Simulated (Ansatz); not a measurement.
# Single-point calculation of Al$_{5}$GaAs$_{6}$

Al$_{5}$GaAs$_{6}$ (Pmm2, 12 atoms in the cell), computed with DFT PBE, scalar-relativistic, plane waves, PAW, no spin polarisation (Ansatz 0.2.0).

The structure was made by a generator, so it may or may not be a known phase.

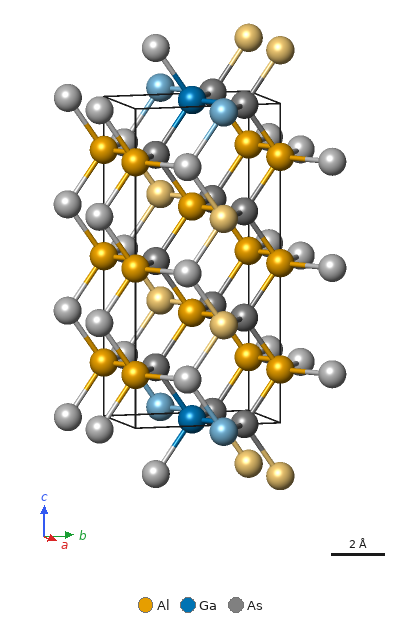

**Figure 1.** The structure (ball-and-stick view of the cell of the calculation, seen slightly off an axis; neighbours outside the cell are drawn fainter). An atom can appear more than once, as a periodic image. Near neighbours in the periodic cell (some may lie outside the picture): Al has 4 As at 2.48 Å; Ga has 4 As at 2.49 Å; As has 3 Al at 2.48 Å and 1 Ga at 2.49 Å; As has 2 Al at 2.48 Å and 2 Ga at 2.49 Å; As has 4 Al at 2.48 Å.

Summary

| quantity | value |
| --- | --- |
| outcome | converged |
| space group (tolerance 0.01 Å) | Pmm2 (25) |
| electrons treated | 118 |
| free energy | −35612.3413 eV |
| Fermi energy | 6.996 eV |
| gap on the k-point mesh | 1.42 eV |
| pressure | 0.16 GPa |
| largest force (length of the vector) | 0.029 eV/Å |
| hardware | 4 threads of Intel Xeon (Sapphire Rapids), 128 GiB of memory available, shared host |
| wall time | 2.8 s (CPU time 9.3 s) |
| peak memory | 0.7 GiB |

Input
```yaml
crystal:
  lattice:
    - [-4.054171, 0.0, 0.0]
    - [0.0, 0.0, -5.729349]
    - [0.0, -12.158071, 0.0]
  atoms:
    - { symbol: Al, position: [0.0, 0.999993, 0.166923] }
    - { symbol: Al, position: [0.0, 0.999993, 0.833077] }
    - { symbol: Al, position: [0.5, 0.500138, 0.666545] }
    - { symbol: Al, position: [0.0, 0.0, 0.5] }
    - { symbol: Al, position: [0.5, 0.500138, 0.333455] }
    - { symbol: Ga, position: [0.5, 0.499915, 0.0] }
    - { symbol: As, position: [0.5, 0.249244, 0.167224] }
    - { symbol: As, position: [0.0, 0.751796, 0.0] }
    - { symbol: As, position: [0.5, 0.249244, 0.832776] }
    - { symbol: As, position: [0.0, 0.749891, 0.666518] }
    - { symbol: As, position: [0.5, 0.249757, 0.5] }
    - { symbol: As, position: [0.0, 0.749891, 0.333482] }
basis:
  ecutwfc: 420
kpoints:
  mp_grid: { grid: [4, 2, 1] }
hamiltonian:
  xc: pbe
scf:
  occupations: { method: gaussian, width: 0.1 }
  lower_state_search: "off"
output:
  forces: true
  stress: true
  eigenvalues: true
```

Command:
```bash
ansatz run input.yaml --threads 4 --pin off --max-ram 8192MiB --backend cpu --events-out ev --progress --plain --runs-dir out
```

Output
```
Engine: ansatz 0.2.0, x86_64-unknown-linux-gnu
Pseudopotentials: kind: paw
Pseudopotential: Al, paw, valence charge 3, recommended cutoff 420 eV (normal), Al.paw.azcp
Pseudopotential: Ga, paw, valence charge 13, recommended cutoff 420 eV (normal), Ga.paw.azcp
Pseudopotential: As, paw, valence charge 15, recommended cutoff 420 eV (normal), As.paw.azcp
Functional definition: PBE
  parameter kappa = 0.804
  parameter beta = 0.06672455060314922
  exchange = pbe_x(kappa = kappa, mu = beta*pi^2/3)
  correlation = pbe_c(beta = beta)
Crystal: 12 atoms, lattice volume = 282.405 Å³
Basis set: ecut = 420 eV, 5567 PW (Γ), exchange–correlation on 60×80×180 points (8 copies of the dense FFT grid, shifted against one another)
Bands: 71, of which v1, the nominal top of the filled ones, is band 59 counted from 1 (58 counted from 0)
Symmetry: 4 space group operations
Space group: Pmm2 (ITA 25), of the structure as read, at distance tolerance 6.6e-5 Å
k-points: 6 of 8
Non-local potential: Al, projectors of the file, l = 0: 2, l = 1: 2, l = 2: 1
Non-local potential: Ga, projectors of the file, l = 0: 2, l = 1: 2, l = 2: 3, l = 3: 1
Non-local potential: As, projectors of the file, l = 0: 2, l = 1: 2, l = 2: 3, l = 3: 1
PAW form: soft (Blöchl's): semilocal exchange-correlation on the pseudo side does not see the compensation charge
PAW one-centre angular grid: Al, 110 points (default); XC on 64 Gauss nodes
PAW one-centre angular grid: Ga, 590 points (default); XC on 64 Gauss nodes
PAW one-centre angular grid: As, 590 points (default); XC on 64 Gauss nodes
Initial density: superposition of atomic densities (neutral atoms: chi_scale 0, normalization atom), corrected by the library's trained network
Initial wavefunctions: pseudopotential atomic-orbital guess
Functional: x = pbe(κ = 0.804, μ = 0.2195149727645171), c = pbe(β = 0.06672455060314922)
SCF iter   1: F=—  HF=-35612.343483 eV  |F-HF|=—  |Δ(HF+E_count)|=         —  Δρ=1.73e-3  dr2=8.47e-3  ethr=1.77e-3  ⟨swp⟩=6.0  Hψ=1613  notcnv=0
preconditioner: auto → Resta (q_TF=auto, 2.359 Å⁻¹)  ε∞=3.9  [insulator: Δε(μ)=1.414 eV  Ē_g=9.895 eV  σ=0.100 eV  W_gap=1.00  n_scr=66 (ndim 8)  ℏωp=16.8 eV  f_vac=0.019  D(μ)=0.00/eV (n_scr^D=0)  ε∞_Penn≈3.9]
SCF iter   2: F=—  HF=-35612.340994 eV  |F-HF|=—  |Δ(HF+E_count)|=   2.49e-3  Δρ=9.92e-4  dr2=2.88e-3  ethr=7.18e-6  ⟨swp⟩=2.2  Hψ=695  notcnv=0  defer=3
SCF iter   3: F=—  HF=-35612.341649 eV  |F-HF|=—  |Δ(HF+E_count)|=   6.55e-4  Δρ=5.12e-4  dr2=5.55e-4  ethr=2.44e-6  ⟨swp⟩=2.0  Hψ=744  notcnv=0  defer=3
automatic band count: iteration 3 solves 68 bands in place of 71: the levels show a gap, and the empty bands left out lie too high to hold charge; the band table lists the bands solved (type scf.n_extra_bands for more)
SCF iter   4: F=—  HF=-35612.341053 eV  |F-HF|=—  |Δ(HF+E_count)|=   5.95e-4  Δρ=1.32e-4  dr2=5.79e-5  ethr=4.70e-7  ⟨swp⟩=2.0  Hψ=744  notcnv=0  defer=3
SCF iter   5: F=—  HF=-35612.341274 eV  |F-HF|=—  |Δ(HF+E_count)|=   2.21e-4  Δρ=4.18e-5  dr2=6.82e-6  ethr=4.91e-8  ⟨swp⟩=2.0  Hψ=744  notcnv=0  defer=3
SCF iter   6: F=—  HF=-35612.341270 eV  |F-HF|=—  |Δ(HF+E_count)|=   3.61e-6  Δρ=2.38e-5  dr2=1.96e-6  ethr=5.78e-9  ⟨swp⟩=2.0  Hψ=744  notcnv=0  defer=3
SCF iter   7: F=—  HF=-35612.341272 eV  |F-HF|=—  |Δ(HF+E_count)|=   1.87e-6  Δρ=5.65e-6  dr2=1.14e-7  ethr=1.66e-9  ⟨swp⟩=2.0  Hψ=564  notcnv=0  defer=3
SCF iter   8: F=-35612.341272 eV  HF=-35612.341272 eV  |F-HF|=7.52e-9  |Δ(HF+E_count)|=   2.36e-7  Δρ=1.54e-6  dr2=1.08e-8  ethr=8.47e-11  ⟨swp⟩=9.2  Hψ=1486  notcnv=0
SCF 1 converged in 8 iterations: F = -35612.341272 eV  dr2 = 1.08e-8
  greatest PAW one-centre occupation: 0.999 electrons in one spin orbital (limit 2), on the As atom at site 7 (counted from 0), in its partial waves of l = 2
SCF converged after 8 iterations
Free energy (F): -35612.341272 eV
Harris-Foulkes:  -35612.341272 eV  (|F-HF|=7.52e-9)
Internal energy: -35612.341272 eV  (E = F + TS)
E sigma→0 (E₀):  -35612.341272 eV
Fermi energy:    6.995837 eV
--- Per-component energies (eV) ---
  E_band       = -1695.279671
  E_kinetic    = 848.671557
  E_local      = -15457.801646  (includes V_loc(G=0)·N_el)
  E_nonlocal   = -3545.538325
  E_hartree    = 8089.628517
  E_xc         = -740.999778
  E_vxc        = -675.847404  (∫ρ·V_xc dr)
  E_paw        = -15340.783694  (= ΣΔE_a)
  E_vpaw       = 955.971957  (= ΣTr[D̂ρ^β])
  E_aug_tail   = -0.000080  (compensation charges beyond the density's cutoff)
  E_ewald      = -9465.517824
  E_smearing   = -0.000000  (= −TS)
  E_closure    = -0.000000  (closes the sum)
  Σ components = -35612.341272   (vs F -35612.341272, Δ=0.00e0)
--- Forces (eV/Å), atoms counted from 1 ---
  atom   1  Al     0.00000000     0.00947729    -0.00323634
  atom   2  Al     0.00000000    -0.00947729    -0.00323634
  atom   3  Al     0.00000000     0.00732190     0.00262942
  atom   4  Al     0.00000000     0.00000000    -0.00348103
  atom   5  Al    -0.00000000    -0.00732190     0.00262942
  atom   6  Ga     0.00000000     0.00000000    -0.01731577
  atom   7  As     0.00000000     0.01611615     0.02465200
  atom   8  As     0.00000000     0.00000000    -0.01940855
  atom   9  As     0.00000000    -0.01611615     0.02465200
  atom  10  As     0.00000000     0.00330233    -0.00563805
  atom  11  As     0.00000000     0.00000000     0.00341189
  atom  12  As     0.00000000    -0.00330233    -0.00563805
  max |Σ_I F_I| component: 2.06e-5 eV/Å
--- Stress (GPa, compression-positive) ---
        0.229057       0.000000       0.000000
        0.000000       1.283239       0.000000
        0.000000       0.000000      -1.042500
  P = ⅓ Tr σ = 0.1566 GPa (1.566 kbar)
--- Band table (eV; the first three rows and the last of 6) ---
  k-point 0: bands = ["-28.2931", "-28.2891", "-28.2619", "-28.2572", "-28.2512", "-28.2216", "-28.2214", "-28.2155", "-28.2155", "-28.2108", "-28.2103", "-28.1978", "-28.1977", "-28.1907", "-28.1906", "-28.1606", "-28.1605", "-28.1573", "-28.1548", "-28.1548", "-28.1535", "-28.1534", "-28.1517", "-28.1490", "-28.1455", "-28.1449", "-28.1402", "-28.1380", "-28.1379", "-28.1333", "-8.1682", "-8.1530", "-8.1295", "-8.0918", "-8.0725", "-5.5288", "-4.8933", "-4.8102", "-3.7349", "-3.7216", "-3.5826", "0.5760", "1.0643", "1.2408", "2.7738", "2.8262", "2.8663", "2.9955", "4.0996", "4.1046", "4.5826", "4.6009", "4.7181", "4.7312", "5.8692", "5.9243", "6.2580", "6.2694", "6.2874", "7.7037", "7.7676", "8.4538", "8.7820", "8.8366", "9.5052", "9.6782", "10.3989", "10.4020"]
  k-point 1: bands = ["-28.2931", "-28.2891", "-28.2619", "-28.2572", "-28.2512", "-28.2216", "-28.2214", "-28.2155", "-28.2155", "-28.2107", "-28.2103", "-28.1978", "-28.1977", "-28.1907", "-28.1906", "-28.1605", "-28.1605", "-28.1574", "-28.1548", "-28.1548", "-28.1535", "-28.1533", "-28.1517", "-28.1491", "-28.1455", "-28.1448", "-28.1402", "-28.1380", "-28.1379", "-28.1333", "-8.1700", "-8.1546", "-8.1298", "-8.0908", "-8.0725", "-4.8211", "-4.7184", "-4.3895", "-4.3115", "-4.2868", "-4.2652", "0.8921", "1.3094", "1.3153", "1.3160", "2.8333", "3.0725", "4.8975", "4.8977", "4.9389", "4.9537", "5.0539", "5.0993", "5.1420", "5.1888", "5.2459", "5.2493", "5.2679", "5.3790", "8.1779", "8.7504", "8.7515", "8.7671", "8.8382", "8.8476", "9.8584", "9.8795", "10.6625"]
  k-point 2: bands = ["-28.2933", "-28.2886", "-28.2619", "-28.2573", "-28.2511", "-28.2214", "-28.2212", "-28.2157", "-28.2157", "-28.2107", "-28.2103", "-28.1973", "-28.1972", "-28.1908", "-28.1907", "-28.1607", "-28.1607", "-28.1576", "-28.1543", "-28.1543", "-28.1534", "-28.1533", "-28.1512", "-28.1490", "-28.1453", "-28.1447", "-28.1400", "-28.1382", "-28.1380", "-28.1334", "-8.1701", "-8.1512", "-8.1305", "-8.0891", "-8.0771", "-5.1365", "-4.5331", "-4.4696", "-3.6444", "-3.5982", "-3.5630", "0.6012", "1.1514", "1.1961", "2.2747", "2.4576", "2.9377", "3.1829", "3.2006", "3.6573", "3.6688", "3.7498", "4.4669", "4.5855", "4.6175", "4.7162", "4.7264", "5.2123", "6.0894", "8.3673", "8.6040", "8.6306", "9.2302", "9.5750", "9.7208", "10.1670", "10.2051", "10.5511"]
  k-point 5: bands = ["-28.2935", "-28.2881", "-28.2619", "-28.2574", "-28.2510", "-28.2213", "-28.2211", "-28.2159", "-28.2159", "-28.2107", "-28.2103", "-28.1969", "-28.1967", "-28.1909", "-28.1908", "-28.1609", "-28.1609", "-28.1578", "-28.1539", "-28.1539", "-28.1534", "-28.1533", "-28.1507", "-28.1491", "-28.1452", "-28.1445", "-28.1398", "-28.1383", "-28.1381", "-28.1335", "-8.1823", "-8.1503", "-8.1243", "-8.0846", "-8.0815", "-4.1664", "-4.1099", "-3.7656", "-3.7503", "-3.7043", "-3.6803", "0.2687", "0.7908", "0.9256", "1.1813", "1.1844", "1.1899", "3.1027", "3.1479", "3.1622", "3.1916", "4.2481", "4.2528", "4.2713", "4.2852", "5.4006", "5.4107", "5.4405", "5.4474", "7.8847", "8.2374", "9.9345", "10.1041", "10.1891", "10.2980", "10.6268", "10.7034", "10.7285"]
```

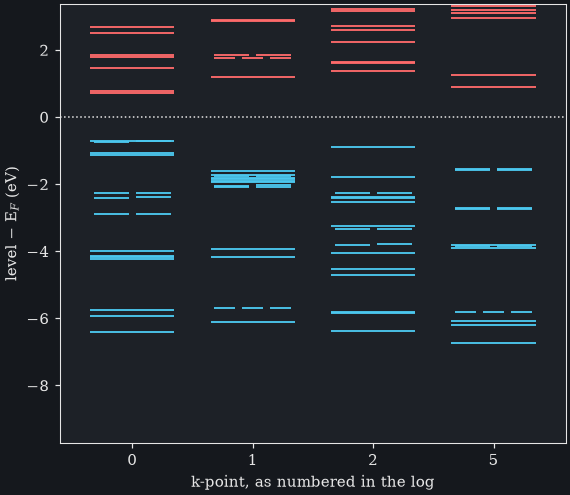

**Figure 2.** Kohn–Sham levels near the Fermi level (dotted) at the few k-points that the log prints; levels within 0.02 eV of each other stand side by side. Among these points the highest filled and lowest empty levels are 1.42 eV apart, which is the gap on the mesh.
